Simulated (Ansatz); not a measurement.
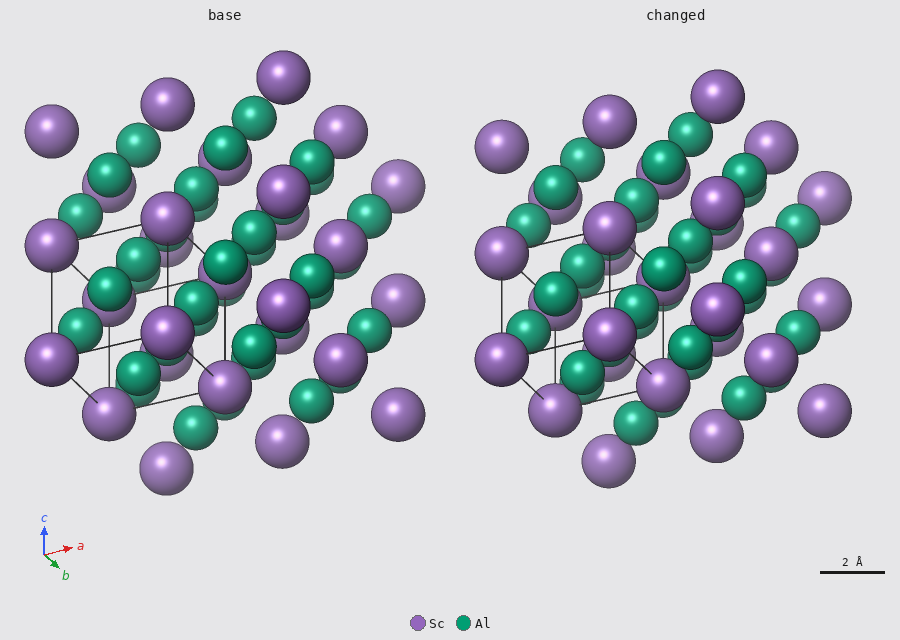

Left: crystalline ScAl3 (set up in Pm-3m). Right: the same structure after one change, at the same scale. The picture is a spheres-only view of the cell of the calculation, repeated 2 × 2 × 2 with one cell outlined, seen from a free direction.

All numbers below come from Ansatz, DFT r2SCAN, scalar-relativistic, plane waves, PAW. (plane-wave cutoff 500 eV; occupations gaussian; smearing width 0.1 eV; no spin polarisation) The k-mesh is chosen for each cell (10×10×10, 12×12×12).

The crystal is put under a hydrostatic pressure of 30 GPa. Cell and atoms are relaxed at that pressure.

**What does the change do?**

The energy rises by 255 meV per atom. (The two runs use different k-meshes.) The pressure goes from 0.0 to 30.0 GPa. Both are metals. Cell: a = b = c 4.086 → 3.809 Å (−6.8 %). Volume −19.0 %. No atom moves by more than 0.005 Å relative to the cell. Near-neighbour distances before and after: Al–Sc 2.889 → 2.693 Å, Al–Al 2.889 → 2.693 Å. The space group stays Pm-3m (No. 221).
